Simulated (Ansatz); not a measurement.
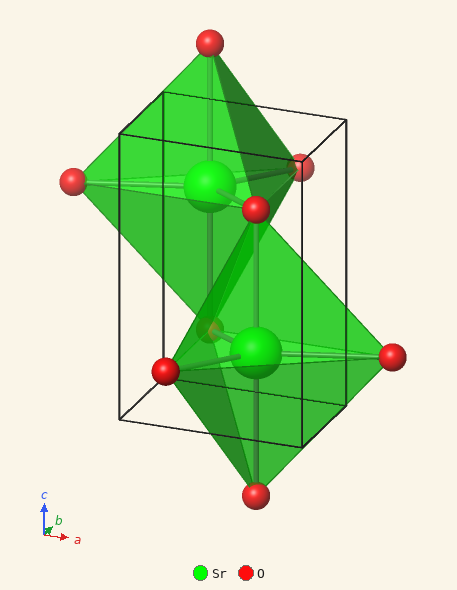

Shown here is a polyhedral view of the crystal, taken slightly off an axis. Lines trace the edges of the conventional unit cell. A few atoms beyond the faces are included. Cell: a = 4.29 Å, b = 4.29 Å, c = 5.18 Å, α = 90.00°, β = 90.00°, γ = 120.00°.

The initial geometry was a structure listed in the Materials Project. Earlier steps of the study may have refined or changed the cell and positions. It went into a calculation with Ansatz.

**Notes on the structure:**

This is SrO. The space group is P6_3/mmc (No. 194); the lattice is primitive hexagonal. Atoms per cell: 4 (2 Sr, 2 O). The polyhedra are SrO5 trigonal bipyramids; they share corners and edges. The neighbours of Sr are five O in a trigonal bipyramidal arrangement at about 2.5 to 2.6 Å. O is coordinated by five Sr in a trigonal bipyramidal arrangement at about 2.5 to 2.6 Å. The bonds build a three-dimensional framework.

Setup: Ansatz 0.2.0, DFT LDA, scalar-relativistic, plane waves, PAW; a basis cut at 420 eV, k-mesh 6×6×6, Gaussian smearing of 0.02 eV, no spin polarisation.

**Predict the gap.**

A semiconductor at this level, with a gap of 2.43 eV, direct.

**What charge does Bader's analysis assign to each element?**

Sr +1.47 e; O -1.47 e.

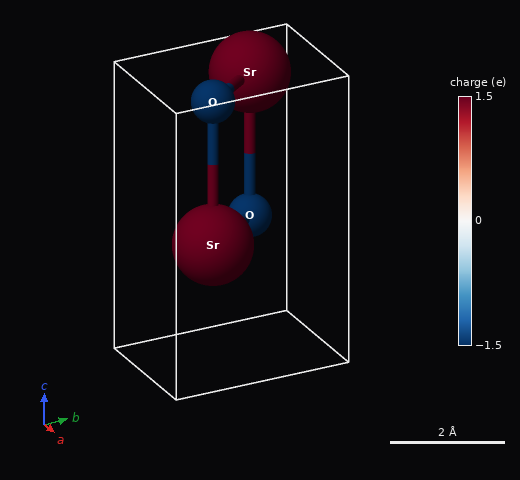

The atoms coloured by those charges. The run's cell of 4 atoms is drawn, so axes and origin can differ from the first picture.

**Has the structure come to rest?**

No. All forces vanish to within 0.01 eV/Å. The pressure is -5.3 GPa, so the cell would contract.
